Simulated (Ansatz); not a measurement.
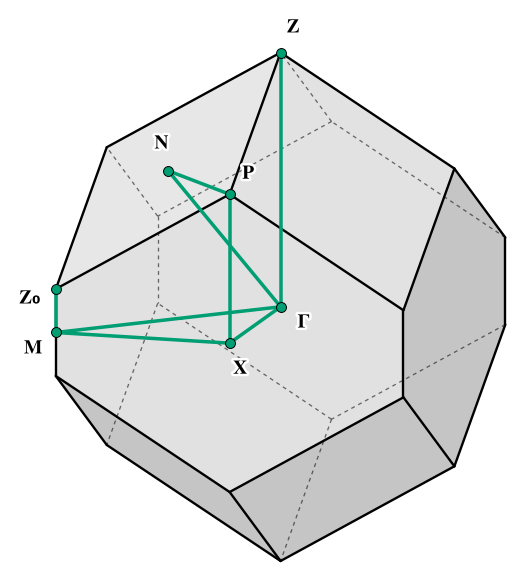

Crystal: BeS, the input geometry of an electronic-structure calculation (not necessarily at equilibrium); the starting structure was generated, so it need not be a known form of this composition. The figure shows the first Brillouin zone with its special points and a band path. Geometry calculated from the standardised cell; symmetry tolerance 0.002 Å.

Labels and path follow the convention of Hinuma et al. (2017), as computed by seekpath.

Name the Bravais lattice of the crystal.

A body-centred tetragonal lattice (tI; extended symbol tI1). The zone is an elongated dodecahedron in its combinatorial type: 12 faces (8 with 4 edges, 4 with 6 edges), 28 edges, 18 vertices.

In which order does the conventional band path visit the special points?

Γ–X–M–Γ–Z | Z₀–M | X–P–N–Γ
